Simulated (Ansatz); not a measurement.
**Ta$_{2}$N: density, localisation and related maps**

```xyz
9
Lattice="5.2089 0.0000 0.0000 -2.6044 4.5110 0.0000 0.0000 0.0000 4.8668" Properties=species:S:1:pos:R:3 pbc="T T T"
Ta    1.7359    3.0066    3.6657
Ta   -0.8686    1.5044    3.6657
Ta    1.7371    0.0000    3.6657
Ta    0.8686    1.5044    1.2011
Ta   -1.7359    3.0066    1.2011
Ta    3.4718    0.0000    1.2011
N     2.6045    1.5037    2.4334
N     0.0000    3.0074    2.4334
N     0.0000    0.0000    0.0000
```

Space group P-31m; a structure from a database of computed crystals, not necessarily the ambient phase; changed on purpose from its base cell (volume × 0.97, shape and atoms relaxed); computed pressure about 10 GPa in this cell; computed without spin polarisation.

Theory: DFT PBEsol, scalar-relativistic, plane waves, PAW in Ansatz 0.2.0.

In a PAW calculation such maps are meaningful between the atoms, not at the nuclei.

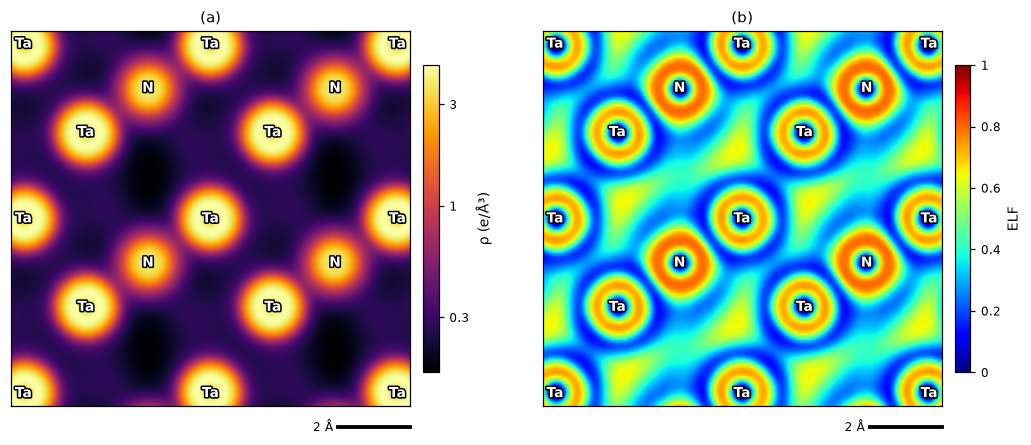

Figure 1. (a) valence charge density (pseudo); (b) electron localisation function on the (100) plane of the conventional cell.

What do the fields say about this system?

The plane passes through Ta and N nuclei. Ta–N (2.13 Å): ρ is about 0.66 e/Å³ halfway; the ELF peaks at about 0.80 in the valence shell of N, 0.6 Å from its nucleus, and drops to about 0.20 between the two atoms; no shared electron pair shows on this line. Ta–Ta (2.96 Å): the density is about 0.27 e/Å³ at the midpoint; the ELF is about 0.25 at the midpoint: no shared electron pair shows on this line. Ta–Ta (3.02 Å): ρ is about 0.27 e/Å³ halfway; the ELF is about 0.25 at the midpoint; no shared electron pair shows on this line. Between the atoms the lowest density in this plane is 0.17 e/Å³. The features right at Ta lie inside the PAW spheres, where the map follows smoothed inner orbitals and isn't to be read closely.

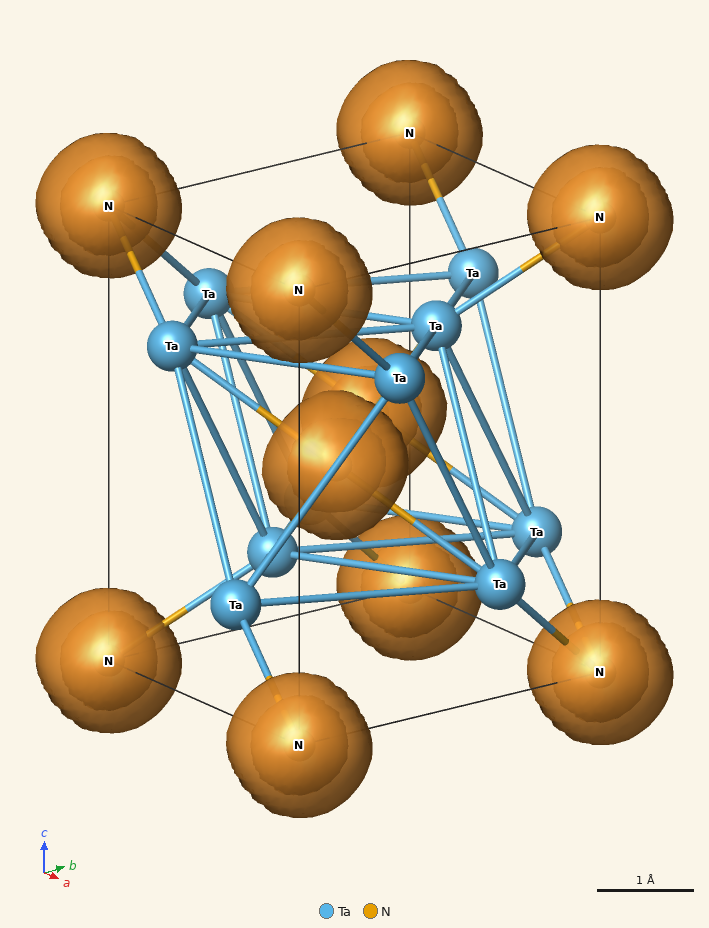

Figure 2. Isosurface of the electron localisation function at 0.75 (orange), seen slightly off an axis. Core shells and regions of very low density are left out. Sticks mark near contacts.

Describe the localisation domains.

At this value the surface marks out three regions wrapped around N (the valence shell of each), counted in one cell of 9 atoms. Any copies at cell faces, edges or corners count once. Along the contacts the grid gives the following. Ta–N (2.11 Å): the ELF peaks at about 0.80 in the valence shell of N, 0.6 Å from its nucleus, and drops to about 0.20 between the two atoms (no localised pair shows between them).

Metal or insulator at this level of theory?

It is gapless in this calculation (a metal or semimetal); semilocal functionals without U, or without the true magnetic order, often close the gap of such compounds.
